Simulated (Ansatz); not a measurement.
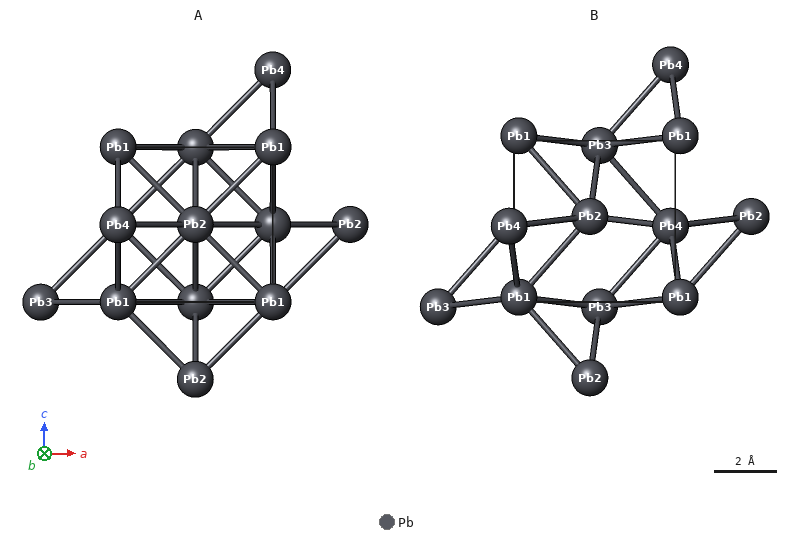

Two geometries of solid Pb (built on the N_198 type), drawn at one scale. One is the start of a relaxation, the other its converged end. A ball-and-stick model of the cell of the calculation, seen along the b axis.

These are results of DFT PBE, scalar-relativistic, plane waves, PAW in Ansatz, not measurements. Set-up: plane-wave cutoff 420 eV; k-point mesh 10 × 10 × 10; occupations gaussian; smearing width 0.1 eV; no spin polarisation; cell and atoms relaxed; force threshold 0.01 eV/Å; at most 80 steps.

Q: Which one is relaxed?

A: Structure A is the relaxed one. Case: N type (P2_13, No. 198). The largest moves relative to the cell, 0.25 Å, are those of Pb1, Pb2, Pb3 and Pb4. Pb3 goes along [−1 1 1]. The drawn cell changes as follows: a = b = c 5.245 → 5.034 Å (−4.0 %); the volume changes by −11.6 %. Among the contacts that change: Pb1–Pb2 3.950 → 3.567 Å, Pb1–Pb2 (another image) 3.508 → 3.552 Å. Among the angles between lasting bonds that change: Pb2–Pb1–Pb3 68.5° → 60.3°, Pb2–Pb1–Pb4 128.2° → 120.3°, Pb2–Pb1–Pb2 96.8° → 90.2°. The space group stays P2_13 (No. 198). After 3 accepted moves (4 points after the start) the energy has fallen by 0.287 eV per cell of the calculation. The largest force component goes from 0.069 to 0.0065 eV/Å. The pressure goes from −3.05 to 0.02 GPa. The SCF was repeated once at an unchanged geometry on a basis and grid sized afresh for the cell, which shifted the energy by 1.8 meV per cell of the calculation at most. The run took about 110 core-seconds on a shared host.
